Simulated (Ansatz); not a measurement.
## Run report: TiAl3, band-structure calculation

The run: band-structure calculation of TiAl3 (I4/mmm, 4 atoms in the cell). Method and program: DFT r2SCAN, scalar-relativistic, plane waves, PAW, no spin polarisation (Ansatz 0.2.0).

The structure derives from a Materials Project entry.

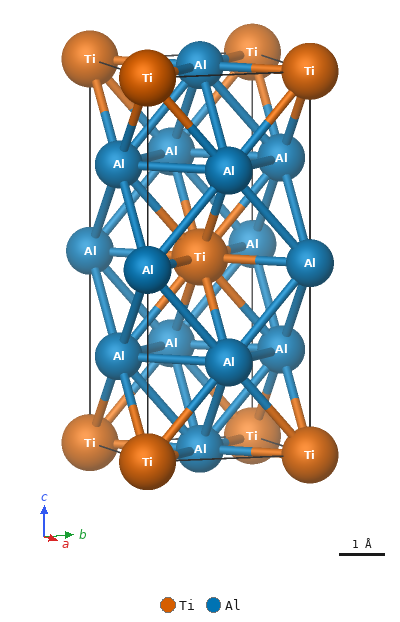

*The structure (ball-and-stick view of the cell 2 times as large as that of the calculation, set on its symmetry axes, seen slightly off an axis). An atom can appear more than once, as a periodic image.*

Near neighbours in the periodic cell (some may lie outside the picture): Ti has 12 Al at 2.72 to 2.89 Å; Al has 8 Al at 2.72 to 2.89 Å and 4 Ti at 2.72 to 2.89 Å.

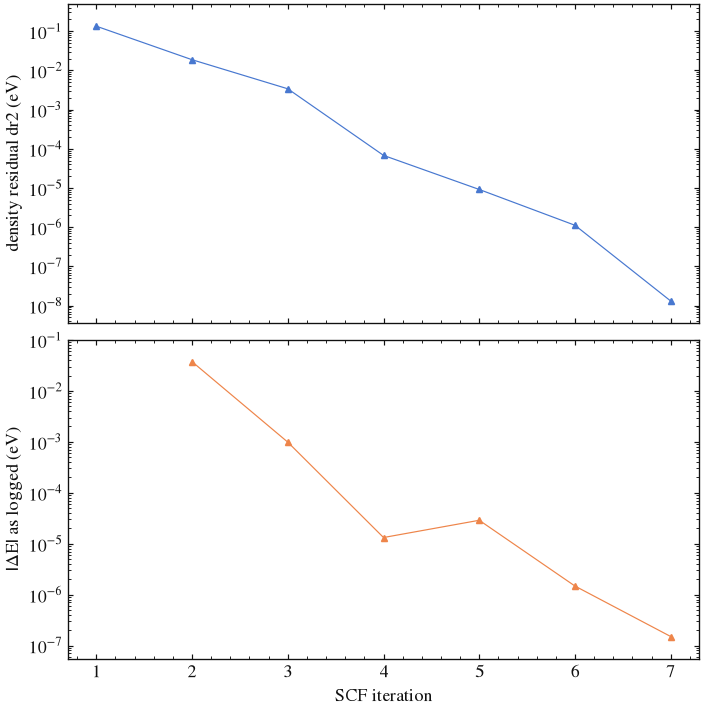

*Convergence of the self-consistent field: density residual dr2 and size of the energy change against the SCF iteration.*

The residual falls at every step.

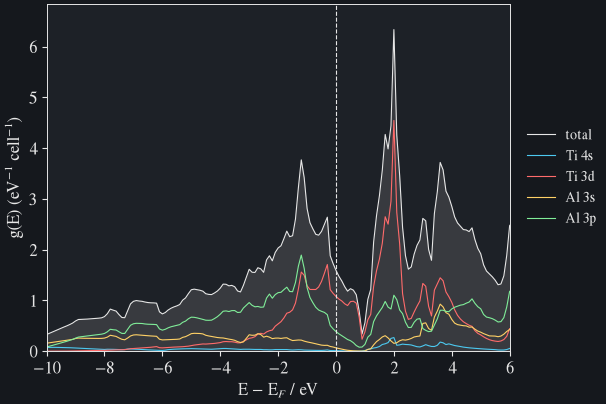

*Density of states (projected on Löwdin-orthogonalised atomic shells), with energies from the Fermi level.*

There are states at the Fermi level: a metal at this level of theory.

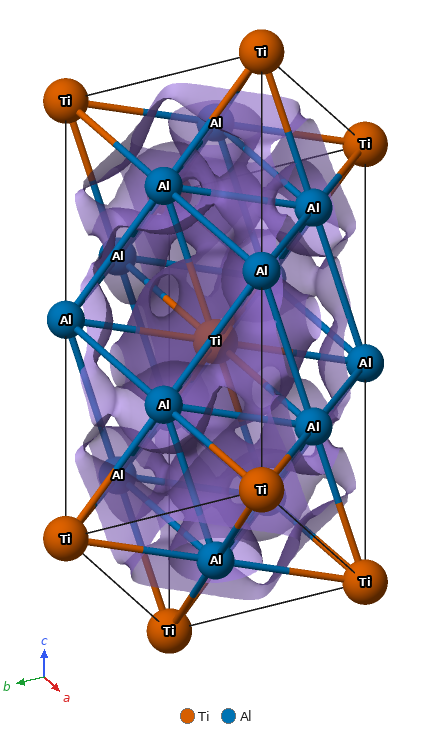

*Isosurface of the ELF at 0.5 (purple), seen at an oblique angle. Core shells and regions of very low density are left out. Sticks mark near contacts. The outline is the cell set on symmetry axes.*

The ELF exceeds this value in one network that runs through the whole crystal, counted in one cell of 8 atoms.  Values along the shortest contacts: Ti–Al (2.72 Å): the ELF is about 0.35 at the midpoint; no localised pair between them. Al–Al (2.72 Å): the ELF peaks at about 0.70 between the atoms. Core electrons are frozen (PAW), so the fields are smoothed inside the atomic spheres.

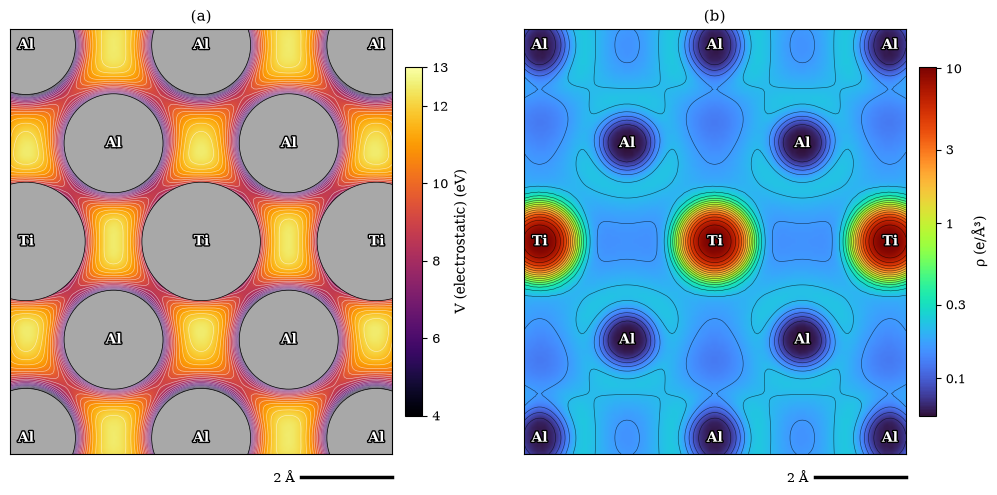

*(a) electrostatic potential (local pseudopotential plus Hartree) felt by an electron; (b) valence electron density on the (010) plane of the conventional cell. Grey discs, where drawn, cover atomic cores.*

Ti–Al (2.89 Å): ρ is about 0.2 e/Å³ halfway. Al–Al (2.89 Å): ρ is about 0.2 e/Å³ halfway. Away from the nuclei the density in this plane falls to 0.13 e/Å³ at its lowest. Outside the cores the potential energy rises away from the atoms and is highest about 1.9 Å from the nearest atoms; outside the discs it spans about 8 eV, and its zero is arbitrary.

The input that produced these results follows, with the program's output.

### Input file
```yaml
crystal:
  lattice:
    - [-1.9226734295, 1.9226734295, 4.3114047958]
    - [1.9226734295, -1.9226734295, 4.3114047958]
    - [1.9226734295, 1.9226734295, -4.3114047958]
  atoms:
    - { symbol: Ti, position: [0.0, 0.0, 0.0] }
    - { symbol: Al, position: [0.5, 0.5, 0.0] }
    - { symbol: Al, position: [0.75, 0.25, 0.5] }
    - { symbol: Al, position: [0.25, 0.75, 0.5] }
basis:
  ecutwfc: 500
kpoints:
  mp_grid: { grid: [16, 16, 16] }
  band_path:
    path:
      - [[0.0, 0.0, 0.0], [0.0, 0.0, 0.5], [0.25, 0.25, 0.25], [0.0, 0.5, 0.0], [0.0, 0.0, 0.0], [0.5, 0.5, -0.5], [0.29971798, 0.70028202, -0.29971798]]
      - [[-0.29971798, 0.29971798, 0.29971798], [0.0, 0.0, 0.0]]
      - [[0.0, 0.0, 0.5], [-0.09943596, 0.09943596, 0.5]]
      - [[0.5, 0.5, -0.09943596], [0.5, 0.5, -0.5]]
    npoints: 14
hamiltonian:
  xc: r2scan
scf:
  occupations: { method: gaussian, width: 0.1 }
  n_extra_bands: 10
output:
  forces: true
  stress: true
  eigenvalues: true
  populations: true
  dos: { projected: true, de: 0.02, nscf_kmesh: { grid: [24, 24, 24] } }
  bader: true
  write_density: true
  write_potential: true
  elf: true
  volumetric_format: npy
```

Launch command:
```bash
ansatz run input.yaml --threads 1 --pin off --max-ram 2560MiB --backend cpu --events-out ev --progress --plain --runs-dir out
```

### The program's output
```
scf.n_extra_bands = 10 over 11 filled bands (N_el = 21.0): the run solves 21 bands
Engine: ansatz 0.2.0, aarch64-unknown-linux-gnu
Pseudopotentials: kind: paw
Pseudopotential: Ti, paw, valence charge 12, recommended cutoff 500 eV (meta_gga), Ti.paw.azcp
Pseudopotential: Al, paw, valence charge 3, recommended cutoff 500 eV (meta_gga), Al.paw.azcp
Functional definition: r2SCAN
  parameter k0 = 0.174
  parameter k1 = 0.065
  parameter a1 = 4.9479
  exchange = r2scan_x(k0 = k0, k1 = k1, a1 = a1)
  correlation = r2scan_c
Crystal: 4 atoms, lattice volume = 63.751 Å³
Basis set: ecut = 500 eV, 1619 PW (Γ), exchange–correlation on 160×160×160 points (64 copies of the dense FFT grid, shifted against one another)
Bands: 21, of which v1, the nominal top of the filled ones, is band 11 counted from 1 (10 counted from 0)
Symmetry: 16 space group operations
Space group: I4/mmm (ITA 139), of the structure as read, at distance tolerance 4.0e-5 Å
k-points: 349 of 4096
Non-local potential: Ti, projectors of the file, l = 0: 3, l = 1: 2, l = 2: 3, l = 3: 1
Non-local potential: Al, projectors of the file, l = 0: 2, l = 1: 2, l = 2: 1
PAW form: soft (Blöchl's): semilocal exchange-correlation on the pseudo side does not see the compensation charge
PAW frozen core: Ti, regenerated for the run's functional (the file was generated under x = pbe(κ = 0.804, μ = 0.2195149727645171), c = pbe(β = 0.06672455060314922))
PAW frozen core: Al, regenerated for the run's functional (the file was generated under x = pbe(κ = 0.804, μ = 0.2195149727645171), c = pbe(β = 0.06672455060314922))
PAW one-centre angular grid: Ti, 590 points (default); XC on 160 Gauss nodes
PAW one-centre angular grid: Al, 302 points (default); XC on 160 Gauss nodes
Initial density: superposition of atomic densities (neutral atoms: chi_scale 0, normalization atom), corrected by the library's trained network
Initial wavefunctions: pseudopotential atomic-orbital guess
Functional: x = r2scan, c = r2scan; τ floored in thin density (d = 2e-4 eV/Å³)
SCF iter   1: F=—  HF=-4127.304017 eV  |F-HF|=—  |Δ(HF+E_count)|=         —  Δρ=1.25e-2  dr2=1.34e-1  dr2_τ=2.62e-2  ethr=1.77e-3  ⟨swp⟩=6.2  Hψ=41175  notcnv=0  defer=48
preconditioner: auto → Kerker (q_TF=auto, 2.267 Å⁻¹)  [metal: Δε(μ)=0.004 eV  Ē_g=8.441 eV  σ=0.100 eV  W_gap=0.02  n_scr=10 (ndim 8)  ℏωp=16.8 eV  f_vac=0.000  D(μ)=1.60/eV (n_scr^D=10)]
SCF iter   2: F=—  HF=-4127.341503 eV  |F-HF|=—  |Δ(HF+E_count)|=   3.75e-2  Δρ=4.93e-3  dr2=1.87e-2  dr2_τ=3.51e-3  ethr=6.38e-4  ⟨swp⟩=3.0  Hψ=16040  notcnv=0  defer=1278
SCF iter   3: F=—  HF=-4127.340517 eV  |F-HF|=—  |Δ(HF+E_count)|=   9.86e-4  Δρ=2.39e-3  dr2=3.39e-3  dr2_τ=7.71e-5  ethr=8.90e-5  ⟨swp⟩=2.1  Hψ=8721  notcnv=0  defer=1278
SCF iter   4: F=—  HF=-4127.340530 eV  |F-HF|=—  |Δ(HF+E_count)|=   1.32e-5  Δρ=2.89e-4  dr2=6.79e-5  dr2_τ=3.78e-6  ethr=1.61e-5  ⟨swp⟩=2.4  Hψ=8934  notcnv=0  defer=1278
SCF iter   5: F=—  HF=-4127.340559 eV  |F-HF|=—  |Δ(HF+E_count)|=   2.88e-5  Δρ=1.09e-4  dr2=9.17e-6  dr2_τ=4.98e-7  ethr=3.23e-7  ⟨swp⟩=2.6  Hψ=8186  notcnv=0  defer=1278
SCF iter   6: F=—  HF=-4127.340557 eV  |F-HF|=—  |Δ(HF+E_count)|=   1.47e-6  Δρ=3.42e-5  dr2=1.12e-6  dr2_τ=2.51e-8  ethr=4.37e-8  ⟨swp⟩=1.0  Hψ=6088  notcnv=0  defer=1278
SCF iter   7: F=-4127.340557 eV  HF=-4127.340557 eV  |F-HF|=2.98e-9  |Δ(HF+E_count)|=   1.50e-7  Δρ=4.19e-6  dr2=1.31e-8  dr2_τ=5.25e-10  ethr=4.76e-10  ⟨swp⟩=10.1  Hψ=45290  notcnv=0
SCF 1 converged in 7 iterations: F = -4127.340557 eV  dr2 = 1.31e-8
  greatest PAW one-centre occupation: 1.001 electrons in one spin orbital (limit 2), on the Ti atom at site 0 (counted from 0), in its partial waves of l = 1
NSCF: frozen V_eff on 130 k-points
NSCF: frozen V_eff on 1063 k-points
SCF converged after 7 iterations
Free energy (F): -4127.340557 eV
Harris-Foulkes:  -4127.340557 eV  (|F-HF|=2.98e-9)
Internal energy: -4127.332251 eV  (E = F + TS)
E sigma→0 (E₀):  -4127.336404 eV
Entropy (-TS):   -0.008306 eV (-2.077 meV/atom)
Fermi energy:    9.497912 eV
--- Per-component energies (eV) ---
  E_band       = -170.416143
  E_kinetic    = 343.709895
  E_local      = -1192.769289  (includes V_loc(G=0)·N_el)
  E_nonlocal   = 37.445992
  E_hartree    = 523.781866
  E_xc         = -204.196721
  E_vxc        = -227.583987  (∫ρ·V_xc dr)
  E_paw        = -2476.982000  (= ΣΔE_a)
  E_vpaw       = -191.492769  (= ΣTr[D̂ρ^β])
  E_aug_tail   = 0.000091  (compensation charges beyond the density's cutoff)
  E_vtau       = 12.713252  (kinetic-family band-sum trace: ∫τ·v_τ [+ j·A + Jᵃ·Aᵃ] dr)
  E_ewald      = -1157.888303
  E_core_change = -0.433781  (= ΣΔE_core)
  E_smearing   = -0.008306  (= −TS)
  E_closure    = 0.000000  (closes the sum)
  Σ components = -4127.340557   (vs F -4127.340557, Δ=0.00e0)
--- Forces (eV/Å), atoms counted from 1 ---
  atom   1  Ti    -0.00000000     0.00000000     0.00000000
  atom   2  Al    -0.00000000     0.00000000     0.00000000
  atom   3  Al     0.00000000     0.00000000     0.00000000
  atom   4  Al     0.00000000     0.00000000     0.00000000
  max |Σ_I F_I| component: 2.78e-17 eV/Å
--- Stress (GPa, compression-positive) ---
       -1.981712       0.000000       0.000000
        0.000000      -1.981712       0.000000
       -0.000000      -0.000000      -2.141311
  P = ⅓ Tr σ = -2.0349 GPa (-20.349 kbar)
--- Band table (eV; the first three rows and the last of 349) ---
  k-point 0: bands = ["-49.3987", "-24.6491", "-24.6491", "-24.5825", "-1.1586", "6.5308", "6.6163", "8.0707", "8.1986", "8.1986", "10.3404", "11.2219", "11.2219", "11.6807", "12.2569", "13.4669", "13.4688", "13.4688", "16.3078", "16.4771", "18.8945"]
  k-point 1: bands = ["-49.3986", "-24.6502", "-24.6500", "-24.5823", "-1.0732", "6.5777", "6.6022", "7.9433", "7.9577", "8.1646", "9.9317", "11.3374", "11.3790", "11.5763", "12.4744", "13.4458", "13.6379", "13.8590", "16.5059", "16.6042", "17.5214"]
  k-point 2: bands = ["-49.3983", "-24.6532", "-24.6526", "-24.5819", "-0.8185", "6.4585", "6.8046", "7.3648", "7.6848", "8.0944", "9.1366", "11.4621", "11.5666", "11.5869", "12.7569", "13.3851", "14.3246", "14.7925", "15.5858", "16.6645", "17.8497"]
  k-point 348: bands = ["-49.3986", "-24.6494", "-24.6494", "-24.5855", "0.5337", "1.4787", "7.4752", "8.4393", "8.4393", "9.2226", "10.2683", "10.2683", "10.4633", "12.6781", "14.6067", "15.8706", "16.0093", "16.1066", "16.1066", "17.6426", "17.6426"]
--- Löwdin populations: 4 sites ---
  site symbol       q [e]
     0     Ti     11.4669
     1     Al      3.0999
     2     Al      3.1328
     3     Al      3.1328
  spilling = 0.007983 (of n_electrons = 21.000000)
--- Bader charges: 4 sites ---
  site symbol  charge [e]  shift [e]
     0     Ti      0.9188     0.0001
     1     Al     -0.2926     0.0002
     2     Al     -0.3131     0.0000
     3     Al     -0.3131     0.0000
  estimated error of the sums over rays = 6.7e-4 e
```

### File bader_charges.tsv
```
# site	symbol	x_ang	y_ang	z_ang	partial_charge_e	electrons	volume_ang3	relative_density_drop	shared_charge_e	partial_wave_shift_e
# quadrature_error_electrons = 6.7e-4
0	Ti	0.0000	0.0000	0.0000	0.91879	21.08121	12.32	-	0.91879	0.00013
1	Al	0.0000	0.0000	4.3114	-0.29264	13.29264	17.05	-	-0.29264	0.00023
2	Al	0.0000	1.9227	2.1557	-0.31308	13.31308	17.19	-	-0.31308	0.00005
3	Al	1.9227	0.0000	2.1557	-0.31307	13.31307	17.19	-	-0.31307	0.00005
```

### File populations.tsv
```
# site	symbol	l	j	q
# orbitals = lowdin
# n_electrons = 21.000000
# spilling = 0.007983
0	Ti	0_3S	-	1.853063
0	Ti	0_4S	-	0.467746
0	Ti	1_3P	-	5.984858
0	Ti	2_3D	-	3.161224
1	Al	0_3S	-	0.950647
1	Al	1_3P	-	2.149301
2	Al	0_3S	-	0.808848
2	Al	1_3P	-	2.323912
3	Al	0_3S	-	0.808848
3	Al	1_3P	-	2.323912
```

### Key numbers

- outcome: converged
- space group (tolerance 0.01 Å): I4/mmm (139)
- electrons treated: 21
- free energy: −4127.3406 eV
- Fermi energy: 9.498 eV
- gap on the k-point mesh: none (metallic)
- pressure: −2.03 GPa
- largest force (length of the vector): under 0.001 eV/Å
- hardware: 1 thread of Arm Neoverse V1, 24 GiB of memory available, shared host
- wall time: 3.1 min
- peak memory: 1.4 GiB
